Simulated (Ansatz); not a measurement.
```cif
data_structure
_symmetry_space_group_name_H-M 'P 1'
_symmetry_Int_Tables_number 1
_cell_length_a 6.5258
_cell_length_b 6.5258
_cell_length_c 9.3668
_cell_angle_alpha 69.614
_cell_angle_beta 69.614
_cell_angle_gamma 60.000
_cell_volume 316.27
loop_
_atom_site_label
_atom_site_type_symbol
_atom_site_fract_x
_atom_site_fract_y
_atom_site_fract_z
_atom_site_occupancy
C1 C 0.35438 0.78062 0.22557 1
C2 C 0.21159 0.49507 0.22562 1
C3 C 0.06847 0.20926 0.22593 1
C4 C 0.92555 0.92355 0.22602 1
C5 C 0.78276 0.63776 0.22596 1
C6 C 0.64018 0.35242 0.22500 1
C7 C 0.49707 0.06639 0.22592 1
C8 C 0.68760 0.11424 0.22566 1
C9 C 0.54469 0.82826 0.22594 1
C10 C 0.40221 0.54283 0.22499 1
C11 C 0.25900 0.25691 0.22590 1
C12 C 0.11618 0.97105 0.22596 1
C13 C 0.97324 0.68536 0.22606 1
C14 C 0.83040 0.39980 0.22557 1
C15 C 0.17262 0.61806 0.76842 1
C16 C 0.02846 0.32412 0.77052 1
C17 C 0.88749 0.03872 0.77858 1
C18 C 0.74480 0.75030 0.77605 1
C19 C 0.60269 0.46567 0.77394 1
C20 C 0.48097 0.18634 0.73701 1
C21 C 0.31955 0.89446 0.77146 1
C22 C 0.51280 0.93790 0.76854 1
C23 C 0.36397 0.65948 0.77144 1
C24 C 0.22563 0.39065 0.73681 1
C25 C 0.07919 0.08662 0.77394 1
C26 C 0.93559 0.80063 0.77609 1
C27 C 0.79131 0.51054 0.77847 1
C28 C 0.65563 0.23036 0.77073 1
N1 N 0.40198 0.33692 0.59198 1
```

Computed without spin polarisation.

Level of theory: DFT PBE, scalar-relativistic, plane waves, PAW in Ansatz 0.2.0.

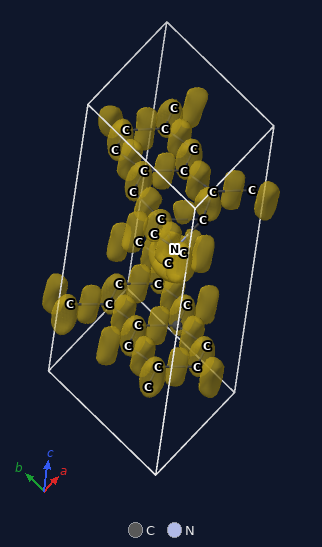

C28N (cell with a defect). Isosurface of the ELF at 0.75 (yellow), seen at an oblique angle. Core shells and regions of very low density are left out. Sticks mark near contacts.

In a PAW calculation such maps are meaningful between the atoms, not at the nuclei.

What do the ELF domains correspond to?

Answer. The surface consists of 42 regions between bonded C–C atoms and one region on N in which the atom's valence shell and bonds are merged, counted in one cell of 29 atoms. Regions shared between cells count once. Along the contacts the grid gives the following. C–C (1.40 Å): the ELF peaks at about 0.95 between the atoms. C–N (1.46 Å): the ELF peaks at about 0.80 between the atoms.
